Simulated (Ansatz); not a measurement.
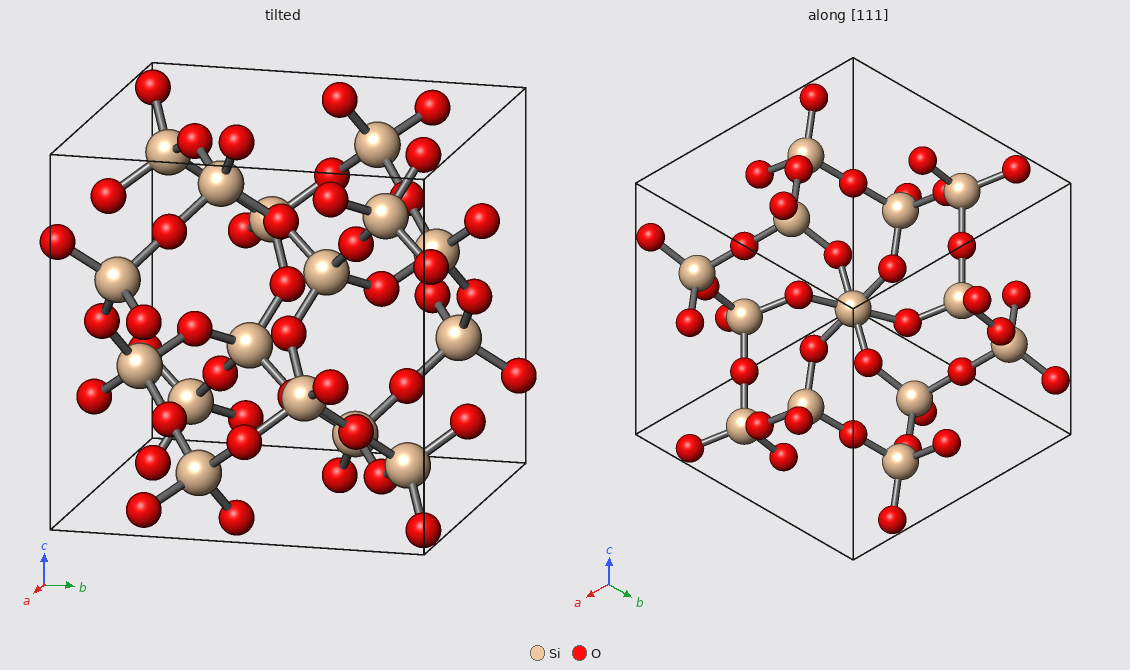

Structure drawing (ball-and-stick), viewed slightly off an axis and along [111]. One conventional unit cell is outlined, and atoms on its boundary appear in each equivalent place.

Summary of the structure:

- The material is SiO₂.
- Space group Ia-3 (No. 206), lattice body-centred cubic.
- With Z = 16, the cell contains 16 Si, 32 O.
- About every Si there are four O in a tetrahedral arrangement. The neighbours of O are two Si.
- The bonds build a three-dimensional framework.

It goes back to a structure listed in the Materials Project. Earlier steps of the study, as a rule a relaxation of our own, may have changed the cell and positions, so they can lie some per cent off the listed ones. It was run through Ansatz as a DFT input.
